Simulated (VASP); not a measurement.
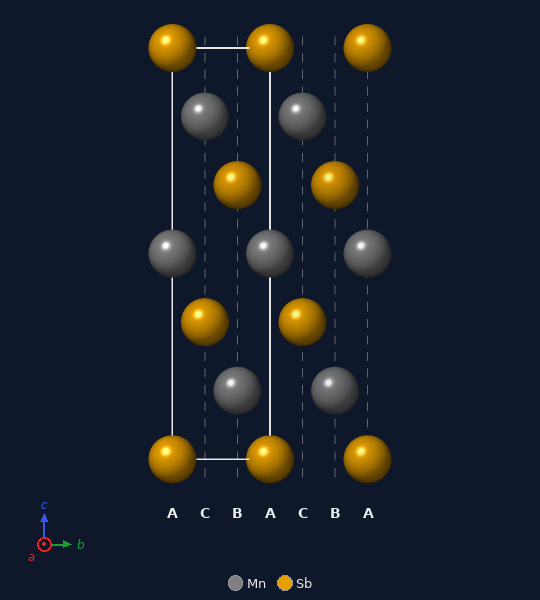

Projection along an edge of the hexagonal mesh, stacking direction c upwards. The dashed lines mark the three columns A (0, 0), B (1/3, 2/3) and C (2/3, 1/3). The sequence starts with the first layer at or above the cell's origin.

The compound is MnSb (space group R-3m, No. 166), taken as a model structure set up as the input of an electronic-structure calculation (not necessarily at equilibrium).

Question: List the layers of one repeat.

Answer: Sb(A) – Mn(B) – Sb(C) – Mn(A) – Sb(B) – Mn(C) (six layers in 12.47 Å).

Question: How are the Sb layers alone stacked?

Answer: Sb layers alone: ACB, the cubic type.

Question: Which positions between or in the Sb layers do the other atoms fill?

Answer: Mn: three octahedral sites in each hexagonal cell.

Heights of the layers:

```json
{"layer": "1", "atoms (column)": "Sb(A)", "height (Å)": "0.00", "to next (Å)": "2.08"}
{"layer": "2", "atoms (column)": "Mn(B)", "height (Å)": "2.08", "to next (Å)": "2.08"}
{"layer": "3", "atoms (column)": "Sb(C)", "height (Å)": "4.16", "to next (Å)": "2.08"}
{"layer": "4", "atoms (column)": "Mn(A)", "height (Å)": "6.23", "to next (Å)": "2.08"}
{"layer": "5", "atoms (column)": "Sb(B)", "height (Å)": "8.31", "to next (Å)": "2.08"}
{"layer": "6", "atoms (column)": "Mn(C)", "height (Å)": "10.39", "to next (Å)": "2.08"}
```
